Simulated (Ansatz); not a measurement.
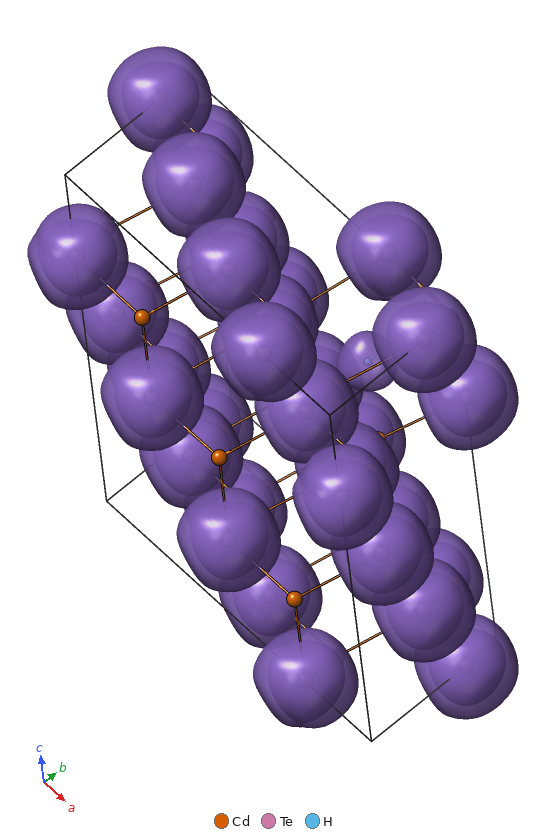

*Cd16Te16H (cell charge +1, with a compensating background) (cell with a defect). Isosurface of the electron localisation function at 0.6 (purple), seen slightly off an axis. Only the valence region is drawn (cores and ρ < 0.01 e/Å³ removed). Sticks mark near contacts.*

The calculation used Ansatz 0.2.0, DFT PBE, scalar-relativistic, plane waves, PAW.

```
Cd Te H
1.0
    -6.61926    6.61926    6.61926
     6.61926   -6.61926    6.61926
     6.61926    6.61926   -6.61926
Cd Te H
16 16 1
Direct
  0.99797 0.25298 0.75000
  0.00501 0.50203 0.50203
  0.99797 0.75000 0.25298
  0.25298 0.99797 0.75000
  0.98832 0.98832 0.98832
  0.24702 0.24702 0.49499
  0.24702 0.49499 0.24702
  0.51168 0.75000 0.75000
  0.25298 0.75000 0.99797
  0.50203 0.00501 0.50203
  0.49499 0.24702 0.24702
  0.75000 0.51168 0.75000
  0.50203 0.50203 0.00501
  0.75000 0.75000 0.51168
  0.75000 0.99797 0.25298
  0.75000 0.25298 0.99797
  0.25000 0.50000 0.00000
  0.25736 0.75000 0.75000
  0.25000 0.00000 0.50000
  0.50000 0.25000 0.00000
  0.24264 0.24264 0.24264
  0.49637 0.49637 0.75000
  0.49637 0.75000 0.49637
  0.75000 0.00363 0.00363
  0.50000 0.00000 0.25000
  0.75000 0.25736 0.75000
  0.75000 0.49637 0.49637
  0.00363 0.75000 0.00363
  0.75000 0.75000 0.25736
  0.00363 0.00363 0.75000
  0.00000 0.25000 0.50000
  0.00000 0.50000 0.25000
  0.75000 0.75000 0.75000
```

Q: What do the ELF domains correspond to?

A: At this value the surface marks out one region around a hydrogen nucleus and 16 regions wrapped around Te (the valence shell of each), counted in one cell of 33 atoms. Any copies at cell faces, edges or corners count once. Along the contacts the grid gives the following. Cd–H (2.73 Å): the ELF climbs to about 1 towards the hydrogen. Cd–Te (2.85 Å): the ELF is about 0.50 at the midpoint and 0.15 at its lowest between the atoms.

Q: Does the calculation give a band gap?

A: It is metallic or semimetallic at this level of theory: no gap opens.
